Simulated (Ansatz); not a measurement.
# Ir: single-point calculation

Ir (I4/mmm, 1 atom in the cell), computed with DFT LDA, scalar-relativistic, plane waves, PAW, no spin polarisation (Ansatz 0.2.0).

The structure derives from an entry of the Crystallography Open Database. It belongs to a series of runs on one base structure; here: ratio of the length along z to the lengths across it x 0.85, volume and fractional coordinates fixed.

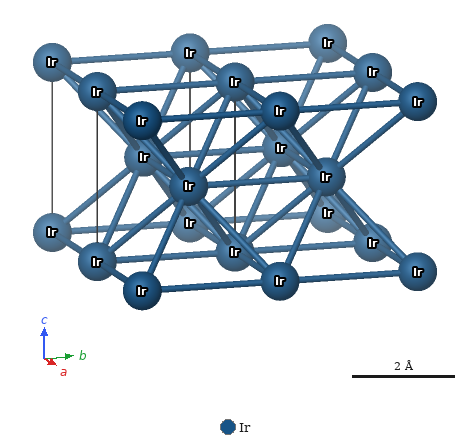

Figure 1. The structure (ball-and-stick view of the cell 2 times as large as that of the calculation, set on its symmetry axes, repeated 2 × 2 × 1, seen slightly off an axis). Near neighbours in the crystal (not all of them lie inside the picture): Ir has 12 Ir at 2.66 to 2.87 Å.

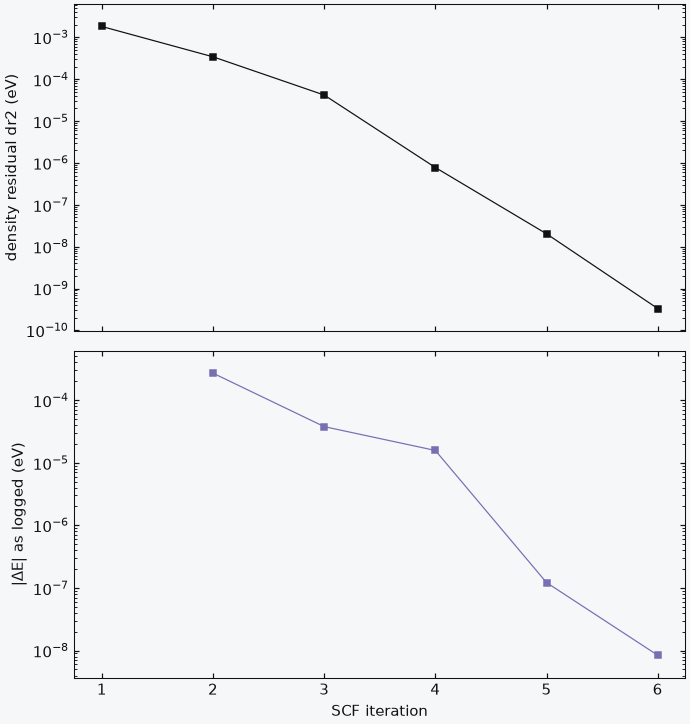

Figure 2. Convergence of the self-consistent field: density residual dr2 and size of the energy change against the SCF iteration. The residual falls at every step.

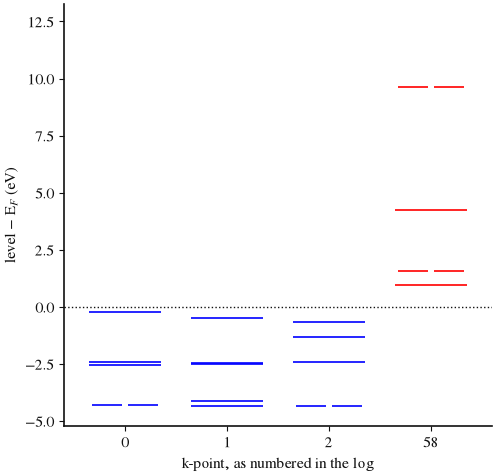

Figure 3. Kohn–Sham levels near the Fermi level (dotted) at the few k-points that the log prints; levels within 0.02 eV of each other stand side by side. The system is metallic on the full mesh.

These pictures come from the run below.

### The input
```yaml
crystal:
  lattice:
    - [0.0, 2.0265643084, 1.7225796622]
    - [2.0265643084, 0.0, 1.7225796622]
    - [2.0265643084, 2.0265643084, 0.0]
  atoms:
    - { symbol: Ir, position: [0.0, 0.0, 0.0] }
basis:
  ecutwfc: 420
kpoints:
  mp_grid: { grid: [8, 8, 8] }
hamiltonian:
  xc: lda
scf:
  occupations: { method: gaussian, width: 0.15 }
output:
  forces: true
  stress: true
  eigenvalues: true
```

Command:
```bash
ansatz run input.yaml --threads 1 --pin off --max-ram 2560MiB --backend cpu --events-out ev --progress --plain --runs-dir out
```

### What the program printed
```
Engine: ansatz 0.2.0, x86_64-unknown-linux-gnu
Pseudopotentials: kind: paw
Pseudopotential: Ir, paw, valence charge 17, recommended cutoff 420 eV (normal), Ir.paw.azcp
Functional definition: SPW92
  exchange = slater_x
  correlation = pw_c
Crystal: 1 atoms, lattice volume = 14.149 Å³
Basis set: ecut = 420 eV, 289 PW (Γ)
Bands: 13, of which v1, the nominal top of the filled ones, is band 9 counted from 1 (8 counted from 0)
Symmetry: 16 space group operations
Space group: I4/mmm (ITA 139), of the structure as read, at distance tolerance 2.4e-5 Å
k-points: 59 of 512
Non-local potential: Ir, projectors of the file, l = 0: 3, l = 1: 2, l = 2: 2, l = 3: 1
PAW form: soft (Blöchl's): semilocal exchange-correlation on the pseudo side does not see the compensation charge
PAW frozen core: Ir, regenerated for the run's functional, and the local potential with it (the file was generated under x = pbe(κ = 0.804, μ = 0.2195149727645171), c = pbe(β = 0.06672455060314922))
PAW one-centre angular grid: Ir, 590 points (default); XC on 64 Gauss nodes
Initial density: superposition of atomic densities (neutral atoms: chi_scale 0, normalization atom), corrected by the library's trained network
Initial wavefunctions: pseudopotential atomic-orbital guess
Functional: x = slater, c = lda
SCF iter   1: F=—  HF=-11663.077161 eV  |F-HF|=—  |Δ(HF+E_count)|=         —  Δρ=8.35e-3  dr2=1.82e-3  ethr=1.77e-3  ⟨swp⟩=5.0  Hψ=3720  notcnv=0
preconditioner: auto → none  [metal: Δε(μ)=0.040 eV  Ē_g=14.164 eV  σ=0.150 eV  W_gap=0.15  n_scr=0 (ndim 8)  ℏωp=29.6 eV  f_vac=0.000  D(μ)=1.76/eV (n_scr^D=18)]
SCF iter   2: F=—  HF=-11663.076893 eV  |F-HF|=—  |Δ(HF+E_count)|=   2.69e-4  Δρ=3.78e-3  dr2=3.43e-4  ethr=1.07e-5  ⟨swp⟩=2.1  Hψ=1427  notcnv=0
SCF iter   3: F=—  HF=-11663.076931 eV  |F-HF|=—  |Δ(HF+E_count)|=   3.77e-5  Δρ=6.40e-4  dr2=4.19e-5  ethr=2.02e-6  ⟨swp⟩=2.1  Hψ=1004  notcnv=0
SCF iter   4: F=—  HF=-11663.076915 eV  |F-HF|=—  |Δ(HF+E_count)|=   1.57e-5  Δρ=1.33e-4  dr2=7.78e-7  ethr=2.46e-7  ⟨swp⟩=2.2  Hψ=1068  notcnv=0
iter 5 did not close the SCF: its close was put off for the readings that it lacked (scf_convergence_deferred on its scf_iter line)
SCF iter   5: F=-11663.076915 eV  HF=-11663.076915 eV  |F-HF|=6.69e-9  |Δ(HF+E_count)|=   1.22e-7  Δρ=2.69e-5  dr2=2.03e-8  ethr=4.58e-9  ⟨swp⟩=2.0  Hψ=989  notcnv=0
SCF iter   6: F=-11663.076915 eV  HF=-11663.076915 eV  |F-HF|=1.80e-10  |Δ(HF+E_count)|=   8.44e-9  Δρ=2.19e-6  dr2=3.33e-10  ethr=1.20e-10  ⟨swp⟩=2.4  Hψ=2391  notcnv=0
SCF 1 converged in 6 iterations: F = -11663.076915 eV  dr2 = 3.33e-10
  greatest PAW one-centre occupation: 1.000 electrons in one spin orbital (limit 2), on the Ir atom at site 0 (counted from 0), in its partial waves of l = 0
SCF converged after 6 iterations
Free energy (F): -11663.076915 eV
Harris-Foulkes:  -11663.076915 eV  (|F-HF|=1.80e-10)
Internal energy: -11663.057057 eV  (E = F + TS)
E sigma→0 (E₀):  -11663.066986 eV
Entropy (-TS):   -0.019858 eV (-19.858 meV/atom)
Fermi energy:    25.448184 eV
--- Per-component energies (eV) ---
  E_band       = -87.583224
  E_kinetic    = 624.513516
  E_local      = -1073.419901  (includes V_loc(G=0)·N_el)
  E_nonlocal   = 80.120042
  E_hartree    = 409.921589
  E_xc         = -266.646394
  E_vxc        = -300.175830  (∫ρ·V_xc dr)
  E_paw        = -8953.453060  (= ΣΔE_a)
  E_vpaw       = -238.464851  (= ΣTr[D̂ρ^β])
  E_aug_tail   = 0.000051  (compensation charges beyond the density's cutoff)
  E_ewald      = -2484.504504
  E_core_change = 0.411602  (= ΣΔE_core)
  E_smearing   = -0.019858  (= −TS)
  E_closure    = -0.000000  (closes the sum)
  Σ components = -11663.076915   (vs F -11663.076915, Δ=0.00e0)
--- Forces (eV/Å), atoms counted from 1 ---
  atom   1  Ir     0.00000000     0.00000000     0.00000000
  max |Σ_I F_I| component: 5.92e-31 eV/Å
--- Stress (GPa, compression-positive) ---
      -16.564491       0.000000       0.000000
        0.000000     -16.564491       0.000000
        0.000000       0.000000      26.150598
  P = ⅓ Tr σ = -2.3261 GPa (-23.261 kbar)
--- Band table (eV; the first three rows and the last of 59) ---
  k-point 0: bands = ["-67.4001", "-23.8435", "-23.8435", "-23.7331", "14.3147", "21.1508", "21.1508", "22.8813", "23.0196", "25.2296", "39.5912", "42.9485", "42.9485"]
  k-point 1: bands = ["-67.3900", "-23.9373", "-23.8737", "-23.7659", "14.9995", "21.1076", "21.3274", "22.9487", "22.9760", "24.9820", "40.6267", "42.3222", "44.0363"]
  k-point 2: bands = ["-67.3657", "-24.2153", "-23.9460", "-23.7869", "16.5623", "21.1056", "21.1255", "23.0531", "24.1105", "24.7997", "39.3896", "41.5929", "46.9508"]
  k-point 58: bands = ["-67.2841", "-24.4730", "-24.2912", "-24.2912", "17.7308", "17.9712", "26.4004", "26.9978", "26.9978", "29.6751", "35.0782", "35.0782", "38.7748"]
```

### Summary

| quantity | value |
| --- | --- |
| outcome | converged |
| space group (tolerance 0.01 Å) | I4/mmm (139) |
| electrons treated | 17 |
| free energy | −11663.0769 eV |
| Fermi energy | 25.448 eV |
| gap on the k-point mesh | none (metallic) |
| pressure | −2.33 GPa |
| largest force (length of the vector) | under 0.001 eV/Å |
| hardware | 1 thread of AMD EPYC (Zen 5), 64 GiB of memory available, shared host |
| peak memory | 0.32 GiB |

Spin–orbit coupling is left out, which matters for Ir.
